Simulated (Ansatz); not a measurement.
**CdTe: geometry relaxation (part 2 of 2)**

Continued. System: CdTe (F-43m, 2 atoms in the cell). Method: DFT, PBE, PAW with Ansatz's default frozen-core files, scalar-relativistic, no spin polarisation (Ansatz 0.2.0); cutoff 420 eV, 9×9×9 k-mesh, Fermi–Dirac smearing of 0.02 eV. The structure was built on a prototype by a generator; it need not be a known phase. It belongs to a series of runs on one base structure; here: bulk cell relaxed.

Geometry of the input (Å; fractional positions):
```
0.0000  3.1072  3.1072
3.1072  0.0000  3.1072
3.1072  3.1072  0.0000
Cd 0.0000  0.0000  0.0000
Te 0.2500  0.2500  0.2500
```

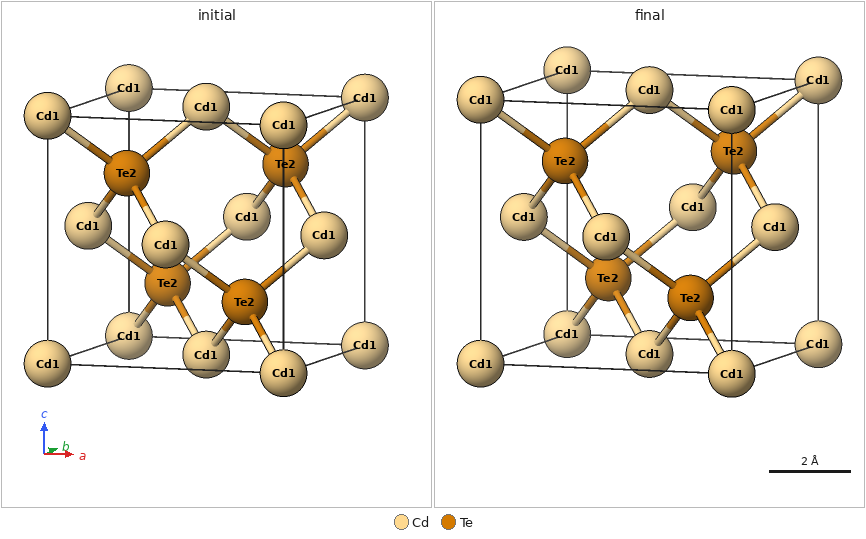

Before (left) and after (right) the relaxation, at one scale (ball-and-stick view of the cell 4 times as large as that of the calculation, set on its symmetry axes, seen slightly off an axis). Over 3 geometry steps the energy falls by 168 meV per atom. All forces vanish by symmetry, so only the cell relaxes. The pressure goes from 10.41 to 0.04 GPa. No atom moves by more than 0.005 Å relative to the cell. The volume changes by +20.7 %, with a = b = c 6.214 → 6.616 Å (+6.5 %). Distances before and after: Cd1–Te2 2.691 → 2.865 Å. The space group stays F-43m (No. 216). A last SCF at the same geometry on a re-selected plane-wave basis shifts the energy by −1.1 meV per atom. (Atoms are counted from 1 in the order of the input.)

```
basis re-selected at this cell: Δ(F+E_penalty+E_count) = -2.235e-3 eV, ΔP = +0.006 GPa vs the last step (what re-selecting the basis moved, of the pressure what is left beyond the Pulay correction that the steps carried, after the strain that the cell walked since its last selection, with what the two solves' SCF thresholds leave and, on support functions, any second-order correction that the steps lacked; it is no measure of the basis error at this ecutwfc). The dense FFT grid was sized anew with the basis: this SCF ran on 32×32×32 points, the steps before it on 30×30×30, so part of this shift can come from that change (see relax.cell in the input reference). This SCF's stress stands 4.01e-2 GPa from its target on what of the cell is left free (relax.cell.stress_tol is 5.00e-2 GPa) and its largest allowed force component is 5.03e-17 eV/Å (relax.f_tol is 5.00e-3 eV/Å): within both
SCF converged after 7 iterations
Free energy (F): -15235.339210 eV
Harris-Foulkes:  -15235.339210 eV  (|F-HF|=3.09e-11)
Internal energy: -15235.339210 eV  (E = F + TS)
E sigma→0 (E₀):  -15235.339210 eV
Fermi energy:    6.922095 eV
--- Per-component energies (eV) ---
  E_band       = -814.706207
  E_kinetic    = 684.572045
  E_local      = -5553.185295  (includes V_loc(G=0)·N_el)
  E_nonlocal   = -276.748226
  E_hartree    = 2788.272163
  E_xc         = -300.472935
  E_vxc        = -325.005298  (∫ρ·V_xc dr)
  E_paw        = -8746.033404  (= ΣΔE_a)
  E_vpaw       = -920.883583  (= ΣTr[D̂ρ^β])
  E_aug_tail   = -0.000156  (compensation charges beyond the density's cutoff)
  E_ewald      = -3831.743402
  E_smearing   = -0.000000  (= −TS)
  E_closure    = 0.000000  (closes the sum)
  Σ components = -15235.339210   (vs F -15235.339210, Δ=0.00e0)
--- Forces (eV/Å), atoms counted from 1 ---
  atom   1  Cd     0.00000000    -0.00000000    -0.00000000
  atom   2  Te     0.00000000     0.00000000     0.00000000
  max |Σ_I F_I| component: 6.13e-17 eV/Å
--- Stress (GPa, compression-positive) ---
        0.040112      -0.000000      -0.000000
        0.000000       0.040112       0.000000
       -0.000000       0.000000       0.040112
  P = ⅓ Tr σ = 0.0401 GPa (0.401 kbar)
--- Band table (eV; the first three rows and the last of 35) ---
  k-point 0: bands = ["-95.3632", "-56.4253", "-56.4253", "-56.4253", "-29.2767", "-29.2767", "-29.2767", "-29.2707", "-29.2707", "-4.2233", "-1.4680", "-1.4680", "-1.4680", "-1.2500", "-1.2500", "6.6162", "6.6162", "6.6162", "7.2050", "11.2696", "11.2696", "11.2696"]
  k-point 1: bands = ["-95.3632", "-56.4253", "-56.4253", "-56.4253", "-29.2767", "-29.2767", "-29.2767", "-29.2707", "-29.2707", "-4.1831", "-1.4606", "-1.4606", "-1.4346", "-1.2506", "-1.2506", "5.5946", "6.5196", "6.5196", "8.0062", "11.2072", "11.4268", "11.4268"]
  k-point 2: bands = ["-95.3632", "-56.4253", "-56.4253", "-56.4253", "-29.2767", "-29.2766", "-29.2766", "-29.2707", "-29.2707", "-4.0810", "-1.4430", "-1.4430", "-1.3272", "-1.2506", "-1.2506", "4.3453", "6.2987", "6.2987", "8.4760", "11.6376", "11.7264", "11.7264"]
  k-point 34: bands = ["-95.3631", "-56.4253", "-56.4253", "-56.4253", "-29.2767", "-29.2766", "-29.2763", "-29.2707", "-29.2705", "-3.7861", "-1.3692", "-1.3609", "-1.2755", "-1.2463", "-0.7834", "2.7424", "4.4685", "4.8618", "10.5159", "11.1832", "12.0887", "13.4087"]
--- Relaxed structure (4 steps of the walk, 4 accepted, 1 SCFs on fresh bases) ---
  F+E_penalty+E_count = -15235.33920982 eV   max|allowed force component| = 5.031e-17 eV/Å   (the final SCF, on the basis selected at the relaxed cell)
  cell:  # Å, volume = 72.3903 Å³
    - [1.8661800070480096e-33, 3.307882955455358, 3.307882955455358]
    - [3.307882955455358, 3.146392230313027e-33, 3.307882955455358]
    - [3.307882955455358, 3.307882955455358, 3.203715165683102e-33]
  atoms:
    - { symbol: Cd, position: [-3.3795613450452764e-34, 5.0065931472211045e-34, 7.389839631261391e-34] }
    - { symbol: Te, position: [0.24999999999999997, 0.24999999999999997, 0.24999999999999997] }
```

**File rho_z.tsv**
```
# z_ang	rho[e/angstrom^3]
# format = ansatz-planar-average/11
# lattice	0.000000000	3.307882955	3.307882955
# lattice	3.307882955	0.000000000	3.307882955
# lattice	3.307882955	3.307882955	0.000000000
# sites	2
# site	48	0.000000000	0.000000000	0.000000000
# site	52	1.653941478	1.653941478	1.653941478
0.000000	1.196370e0
0.146189	1.165131e0
0.292378	1.046778e0
0.438567	9.080550e-1
0.584757	8.136810e-1
0.730946	7.914055e-1
0.877135	8.240972e-1
1.023324	8.654712e-1
1.169513	8.674268e-1
1.315702	8.040103e-1
1.461892	6.800309e-1
1.608081	5.238922e-1
1.754270	3.721119e-1
1.900459	2.535252e-1
2.046648	1.781346e-1
2.192837	1.359512e-1
2.339026	1.097447e-1
2.485216	8.983521e-2
2.631405	7.468337e-2
2.777594	6.398191e-2
2.923783	5.722972e-2
3.069972	5.453598e-2
3.216161	5.641210e-2
3.362351	6.453087e-2
3.508540	8.259078e-2
3.654729	1.186050e-1
3.800918	1.871502e-1
3.947107	3.050967e-1
4.093296	4.806706e-1
4.239485	7.014868e-1
4.385675	9.297546e-1
4.531864	1.111353e0
```

**Trajectory as extended XYZ (Å, eV, eV/Å), 5 frames, from step=1 to step=5**
```
2
Lattice="0.0000 3.1072 3.1072 3.1072 0.0000 3.1072 3.1072 3.1072 0.0000" Properties=species:S:1:pos:R:3:forces:R:3 step=1 energy=-15235.00108 pressure_GPa=10.41
Cd    0.0000    0.0000    0.0000    0.0000   0.0000   0.0000
Te    1.5536    1.5536    1.5536    0.0000   0.0000   0.0000
2
Lattice="0.0000 3.2587 3.2587 3.2587 0.0000 3.2587 3.2587 3.2587 0.0000" Properties=species:S:1:pos:R:3:forces:R:3 step=2 energy=-15235.31991 pressure_GPa=1.82
Cd    0.0000    0.0000    0.0000    0.0000   0.0000   0.0000
Te    1.6294    1.6294    1.6294    0.0000   0.0000   0.0000
2
Lattice="0.0000 3.2948 3.2948 3.2948 0.0000 3.2948 3.2948 3.2948 0.0000" Properties=species:S:1:pos:R:3:forces:R:3 step=3 energy=-15235.33580 pressure_GPa=0.47
Cd    0.0000    0.0000    0.0000    0.0000   0.0000   0.0000
Te    1.6474    1.6474    1.6474    0.0000   0.0000   0.0000
2
Lattice="0.0000 3.3079 3.3079 3.3079 0.0000 3.3079 3.3079 3.3079 0.0000" Properties=species:S:1:pos:R:3:forces:R:3 step=4 energy=-15235.33698 pressure_GPa=0.03
Cd    0.0000    0.0000    0.0000    0.0000   0.0000   0.0000
Te    1.6539    1.6539    1.6539    0.0000   0.0000   0.0000
2
Lattice="0.0000 3.3079 3.3079 3.3079 0.0000 3.3079 3.3079 3.3079 0.0000" Properties=species:S:1:pos:R:3:forces:R:3 step=5 energy=-15235.33921 pressure_GPa=0.04
Cd    0.0000    0.0000    0.0000    0.0000   0.0000   0.0000
Te    1.6539    1.6539    1.6539    0.0000   0.0000   0.0000
```

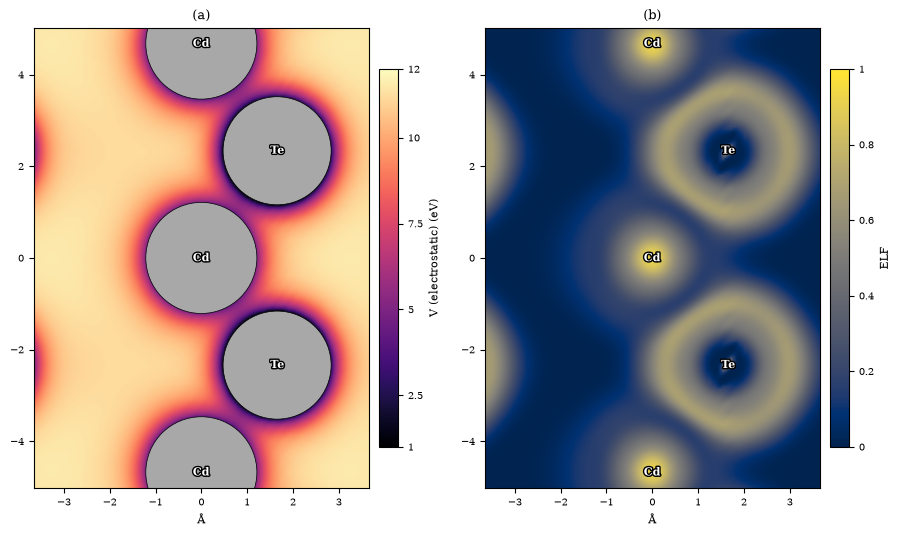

(a) electrostatic potential (local pseudopotential plus Hartree) felt by an electron; (b) ELF on the (110) plane of the conventional cell. Grey discs, where drawn, cover atomic cores. The section cuts through Cd and Te sites. Cd–Te (2.86 Å): the ELF peaks at about 0.70 in the valence shell of Te, 1.2 Å from its nucleus, and drops to about 0.15 between the two atoms. The strong features right at Cd lie inside the PAW spheres (semicore, d or f shells) and say nothing about bonding. Outside the cores the potential energy rises away from the atoms and is highest about 2.9 Å from the nearest atoms; outside the discs it spans about 10 eV, and its zero is arbitrary. Core electrons are frozen (PAW), so the fields are smoothed inside the atomic spheres.

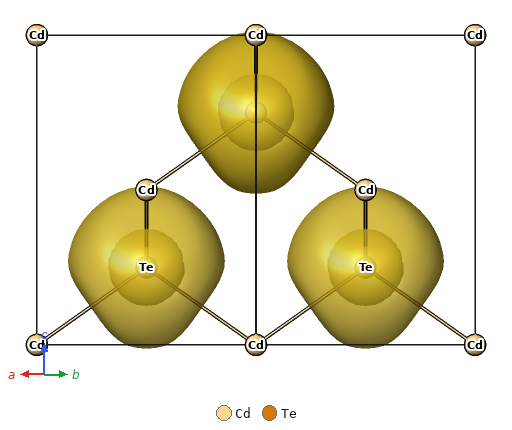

Isosurface of the ELF at 0.45 (yellow), seen along [110]. Only the valence region is drawn (cores and ρ < 0.01 e/Å³ removed). Sticks mark near contacts. The outline is the cell set on symmetry axes. Profiles from the grid: Cd–Te (2.86 Å): the ELF peaks at about 0.70 in the valence shell of Te, 1.2 Å from its nucleus, and drops to about 0.15 between the two atoms.

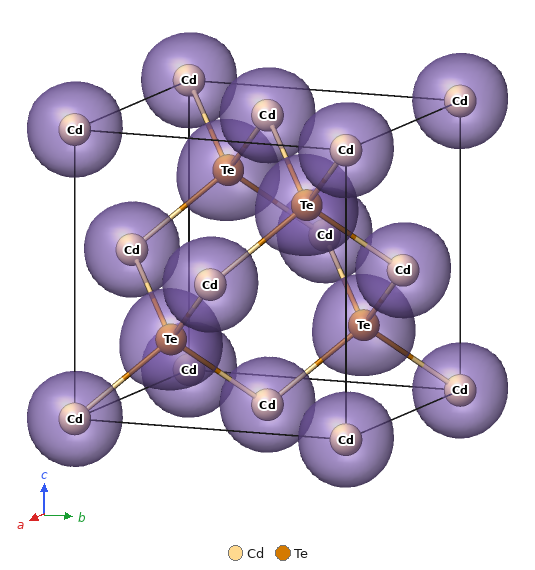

Isosurface of the valence electron density at 0.4 e/Å³ (purple), seen slightly off an axis. Sticks mark near contacts. The outline is the cell set on symmetry axes. At this value the density breaks into separate islands; it holds about 85 % of the electrons treated as valence (semicore included). It is pinched off along the Cd–Te (2.86 Å) contacts. On the grid the lowest density along these lines, outside the cores, is 0.31 e/Å³ (Cd–Te, 2.86 Å).
